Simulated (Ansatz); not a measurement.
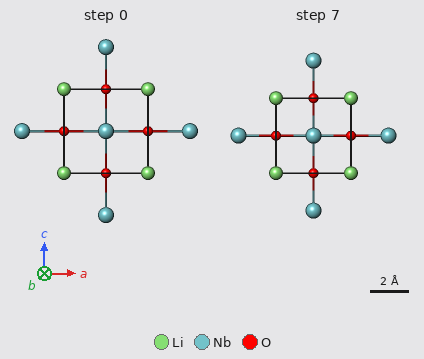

The structure of crystalline LiNbO₃ (built on the cubic perovskite type) before (left) and after (right) a relaxation, at one scale.

Style: ball-and-stick. Shown: the cell of the calculation, along the b axis.

All numbers below come from DFT, PBE, plane waves, PAW in Ansatz. Settings: plane-wave cutoff 420 eV; k-point mesh 6 × 6 × 6; occupations fermi dirac; smearing width 0.02 eV; no spin polarisation; cell and atoms relaxed; force threshold 0.005 eV/Å.

Describe what moved and what it gained.

After 5 accepted moves (7 points after the start) the energy has fallen by 3.118 eV per cell of the calculation. All forces vanish by symmetry, so only the cell relaxes. Pressure: −29.06 GPa at the start and −0.01 GPa at the end. The SCF was repeated twice at an unchanged geometry on a basis and grid sized afresh for the cell, which shifted the energy by 16.0 meV per cell of the calculation at most. The atoms keep their places relative to the cell (all moves are under 0.005 Å). The volume changes by −28.8 %, with a = b = c 4.431 → 3.956 Å (−10.7 %). Some distances before and after: Nb–O 2.215 → 1.978 Å. The space group stays Pm-3m (No. 221). The run took 6.2 s on 2 threads of AMD EPYC 7R13 Processor (Zen 3) (shared host), peak memory 0.51 GiB.
